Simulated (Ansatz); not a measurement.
```
CELL_PARAMETERS angstrom
4.03351 0.00000 0.00000
0.00000 4.03351 0.00000
0.00000 0.00000 4.03351
ATOMIC_POSITIONS crystal
Ti 0.50000 0.50000 0.00000
Ti 0.00000 0.50000 0.50000
Ti 0.50000 0.00000 0.50000
O 0.00000 0.50000 0.00000
O 0.50000 0.00000 0.00000
O 0.00000 0.00000 0.50000
```

Space group Pm-3m; a structure from a database of computed crystals, not necessarily the ambient phase; computed without spin polarisation.

Computed with Ansatz, DFT PBEsol, scalar-relativistic, plane waves, PAW.

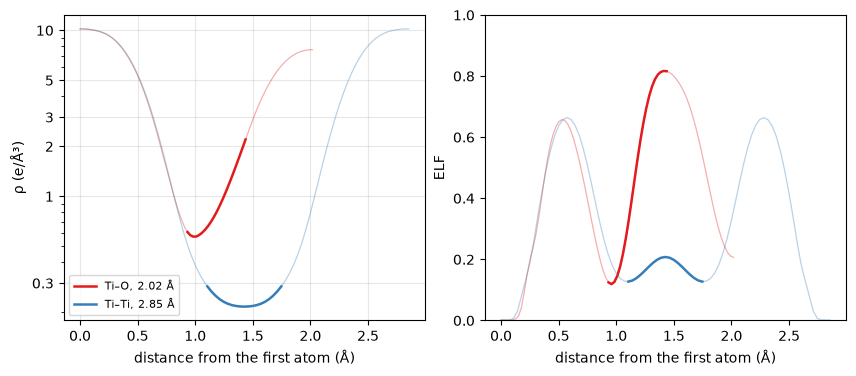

TiO. Valence pseudo-density and electron localisation function along straight lines between neighbouring atoms. Thin, pale parts lie inside the atomic spheres.

In a PAW calculation such maps are meaningful between the atoms, not at the nuclei.

Question: Compare the contacts.

Answer: Ti–O (2.02 Å): ρ is about 0.57 e/Å³ halfway; the ELF peaks at about 0.80 in the valence shell of O, 0.6 Å from its nucleus, and is about 0.15 at the midpoint: no shared electron pair shows on this line.
Ti–Ti (2.85 Å): ρ is about 0.22 e/Å³ halfway; the ELF is about 0.20 at the midpoint; no localised pair shows between them.
